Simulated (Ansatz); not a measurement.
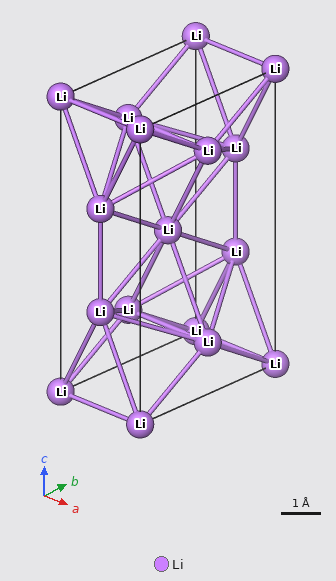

Phonons of crystalline Li (a generated structure), space group Immm (No. 71), at the zone centre. A ball-and-stick model of the conventional cell (2 times the calculation's cell), seen from a free direction. Lengths and directions refer to the drawn axes.

These are results of Ansatz, DFT PBE, scalar-relativistic, plane waves, PAW, not measurements. Settings: plane-wave cutoff 420 eV; k-point mesh 18 × 18 × 18; occupations fermi dirac; smearing width 0.15 eV; no spin polarisation.

The frequencies depend somewhat on the k-mesh and the smearing.

**List the optical modes.**

The calculation's cell holds 3 atoms, so there are 6 optical modes, in 5 levels. One level is unstable (imaginary frequency).

```csv
level,symmetry,frequency (cm⁻¹),activity
1,B₃u,55i,infrared-active
2,B₂g,92,Raman-active
3,doubly degenerate,284,not assigned
4,B₂u,291,infrared-active
5,B₁u,299,infrared-active
```

The crystal is a metal, so free carriers screen the infrared response.

The modes drawn as arrows (one member of each degenerate set):

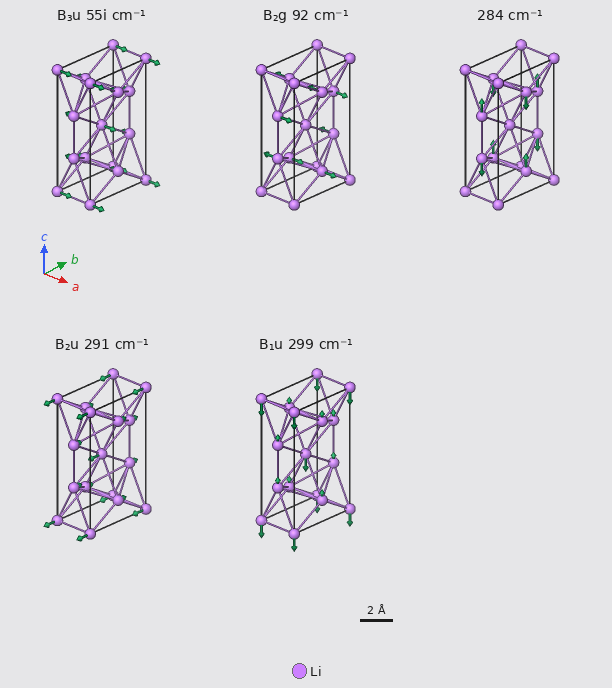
